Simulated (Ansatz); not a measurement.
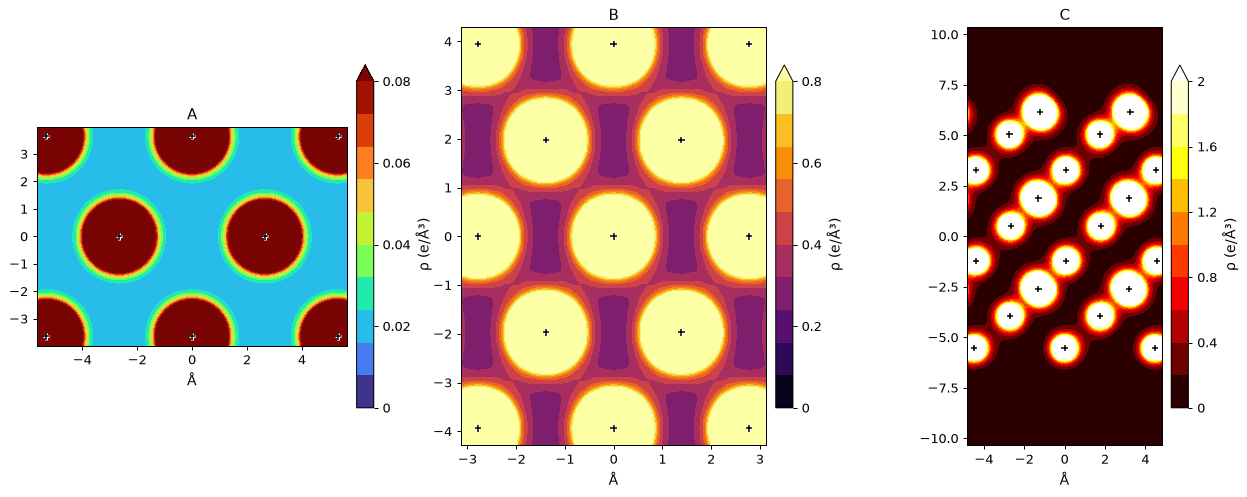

The valence charge density (pseudo) of 3 systems, each on a plane through atoms (crosses mark nuclei in the plane).

All numbers below come from DFT PBEsol, scalar-relativistic, plane waves, PAW (Ansatz).

System 1: Fe, the (110) plane of the conventional cell. Space group Im-3m; spin-polarised.

System 2: K, the (101̄) plane of the conventional cell. Space group I4/mmm; computed without spin polarisation.

```yaml
crystal:
  lattice:
    - [5.30388, 0.00000, 0.00000]
    - [0.00000, 5.30388, 0.00000]
    - [0.00000, 0.00000, 4.99124]
  atoms:
    - { symbol: K, position: [0.00000, 0.00000, 0.00000] }
    - { symbol: K, position: [0.50000, 0.50000, 0.50000] }
```

System 3: IrO$_{2}$ (slab), the (100) plane of the calculation cell, a cut from vacuum to vacuum. Computed without spin polarisation.

```xyz
18
Lattice="3.1536 0.0000 0.0000 0.0000 4.4715 0.0000 0.0000 0.0000 27.5594" Properties=species:S:1:pos:R:3 pbc="T T T"
O     1.5768    3.4619    7.5350
O     0.0000    1.2899    8.1546
Ir    1.5768    2.2603    8.7840
O     0.0000    3.0556    9.7367
O     1.5768    0.8669   10.2540
Ir    0.0000    4.4683   11.0971
O     1.5768    3.6143   11.9495
O     0.0000    1.3790   12.4841
Ir    1.5768    2.2397   13.3319
O     0.0000    3.0901   14.1870
O     1.5768    0.8521   14.7121
Ir    0.0000    4.4685   15.5650
O     1.5768    3.6134   16.4199
O     0.0000    1.3595   16.9650
Ir    1.5768    2.2342   17.8194
O     0.0000    3.0316   18.7349
O     1.5768    1.1157   19.4738
Ir    0.0000    0.0783   19.8425
```

### Which map belongs to which system?

Panel A is system 2, K: the plane holds K. K–K (4.50 Å): ρ at the midpoint is about 0.02 e/Å³. Panel B is system 1, Fe: the plane holds Fe. Fe–Fe (2.41 Å): ρ is about 0.4 e/Å³ halfway. Panel C is system 3, IrO$_{2}$: the plane holds O and Ir. Ir–O (1.88 Å): ρ at the midpoint is about 1.2 e/Å³.
